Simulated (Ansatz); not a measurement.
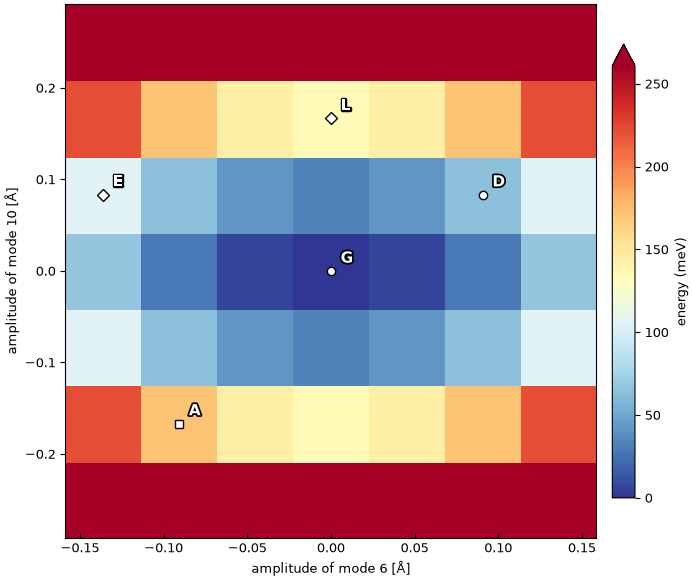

SrO (Fm-3m, No. 225; 4 atoms in the cell). The energy is mapped over two normal modes frozen in (zone-centre modes of the 4-atom cell of this scan, which folds in the wave vector (0, 0, 1/2) of the primitive cell). Coordinates scanned: (1) amplitude of mode 6 (216 cm⁻¹), largest displacement; (2) amplitude of mode 10 (286 cm⁻¹), largest displacement. Nothing is relaxed (the cell and all other modes fixed). The grid has 7 × 7 points; 16 points were computed and 33 follow by symmetry. Points are written as (first, second). Energies are in meV per cell, from the lowest grid point. Method: DFT LDA, scalar-relativistic, plane waves, PAW in Ansatz 0.2.0. Settings: cutoff 520 eV, k-mesh 9×9×8 in the order of the run's cell vectors, gaussian smearing 0.05 eV, no spin polarisation.

In the figure: one coloured cell a grid point, one colour for all values above the top of the scale, lettered points.

Q: Is G the lowest point of the computed grid?

A: Yes. G, at (0.000 Å, 0.000 Å), has the lowest energy of the grid.

Q: Rank the lettered points by energy, lowest first.

A: G (0 meV), D (64 meV), E (106 meV), L (135 meV), A (172 meV).

Q: What kind of point is each of A, D, G, L: minimum, saddle, maximum or slope?

A: A: on a slope; D: on a slope; G: minimum; L: on a slope. (In these two coordinates alone; a stationary point may lie a little off the grid point.)
